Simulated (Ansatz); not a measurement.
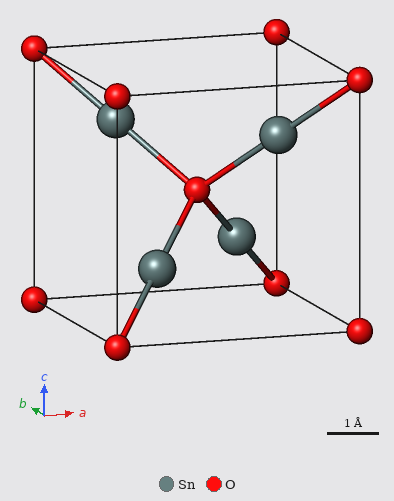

Normal modes of a crystal of Sn$_{2}$O (a generated structure), at the zone centre. A ball-and-stick model of the cell of the calculation, seen slightly off an axis.

The calculation used DFT PBEsol, scalar-relativistic, plane waves, PAW in Ansatz 0.2.0. (plane-wave cutoff 420 eV; k-point mesh 8 × 8 × 8; occupations fermi dirac; smearing width 0.15 eV; no spin polarisation)

The frequencies depend somewhat on the k-mesh and the smearing.

Question: Give the spectrum at this point.

Answer: The calculation's cell holds 6 atoms, so there are 15 optical modes, in 6 levels. The optical modes span T₂u + 2T₁u + E_u + A₂u + T₂g. One level is unstable (imaginary frequency).

| level | symmetry | frequency (cm⁻¹) | activity |
| --- | --- | --- | --- |
| 1 | T₂u | 36i | silent |
| 2 | T₁u | 15i | infrared-active |
| 3 | E_u | 61 | silent |
| 4 | T₁u | 191 | infrared-active |
| 5 | A₂u | 226 | silent |
| 6 | T₂g | 301 | Raman-active |

The crystal is a metal, so free carriers screen the infrared response.

The displacement patterns (one member of each degenerate set):

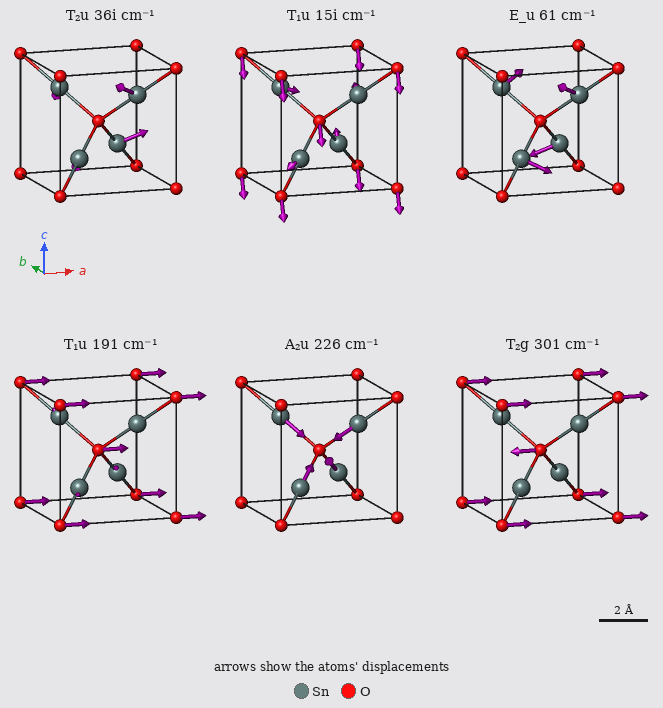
